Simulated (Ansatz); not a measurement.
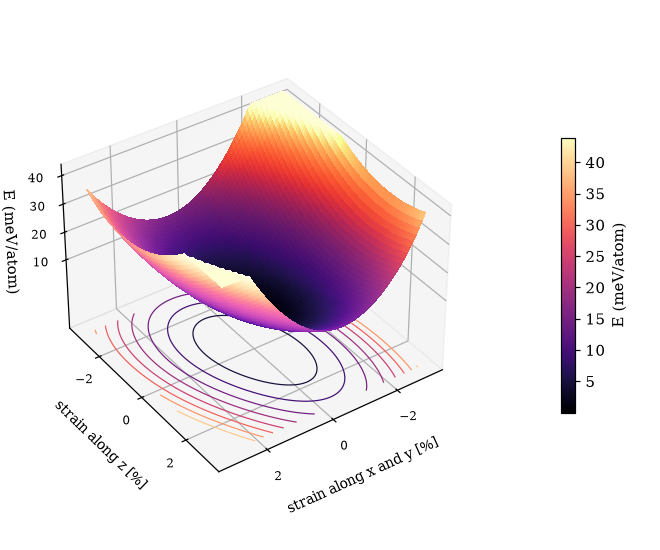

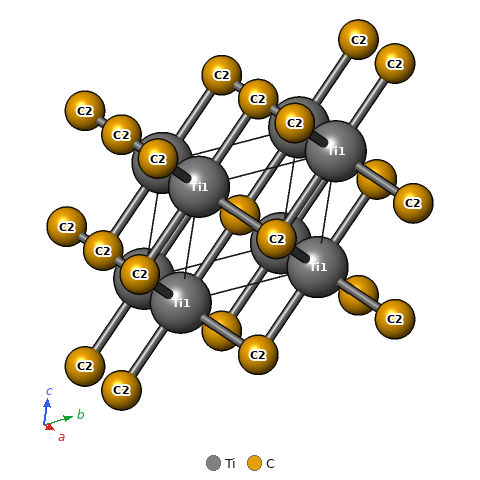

Energy landscape of TiC (Fm-3m, No. 225; 2 atoms in the cell). The cell is strained homogeneously, by one strain along x and y and another along z, with fractional coordinates fixed (x, y and z along the cube axes). The first coordinate is: strain along x and y; the second: strain along z. The grid has 5 × 5 points. Energies: meV/atom, counted from the lowest grid point. The reference cell is the one listed in the database, not relaxed at this level. Theory: DFT r2SCAN, scalar-relativistic, plane waves, PAW in Ansatz. Settings: cutoff 500 eV, k-mesh 18×18×18, gaussian smearing 0.15 eV, no spin polarisation.

Drawn: a relief with its contours projected below, any walls above the top of the colour scale cut off. Between grid points the surface is interpolated. The second picture is the structure at the lowest point

**Summarise what can be read from the map.**

The lowest grid point is at strain along x and y = 0.0 %, strain along z = 0.0 %. It is the only kind of minimum in the scanned range. The highest grid point, strain along x and y = −3.0 %, strain along z = −3.0 %, lies 73.4 meV/atom above the lowest. Round the minimum the valley is somewhat tilted: raising strain along x and y shifts the best value of strain along z downwards (coupling k₁₂/√(k₁₁k₂₂) about 0.3).

Grid values (meV/atom):

```tsv
strain along z ↓, strain along x and y →	−3.0	−1.5	0.0	1.5	3.0
3.0	40.3	16.1	13.5	29.6	61.7
1.5	37.5	9.7	3.6	16.2	44.8
0.0	41.3	9.8	0.0	9.0	34.1
−1.5	52.8	17.5	4.0	9.3	30.8
−3.0	73.4	34.2	16.8	18.4	36.2
```
